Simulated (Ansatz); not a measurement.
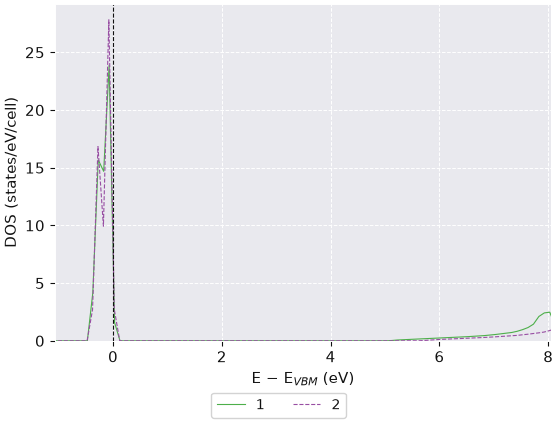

Total densities of states of KF, space group F-43m (No. 216), 2 atoms in the cell, by two methods on the same cell. Each is counted from its own valence-band top.

**Which curve is which? The methods: r2SCAN, PBE.**

1 is PBE; 2 is r2SCAN. PBE gives a gap of 5.06 eV and r2SCAN gives a gap of 5.65 eV.

Settings. PBE: DFT PBE, scalar-relativistic, plane waves, PAW, no spin polarisation, 8×8×8 k mesh, 420 eV cutoff, Gaussian smearing of 0.02 eV (Ansatz). r2SCAN: DFT r2SCAN, scalar-relativistic, plane waves, PAW, no spin polarisation, 8×8×8 k mesh, 500 eV cutoff (Ansatz).

The structure is an invented one, so it need not be a known or stable phase.
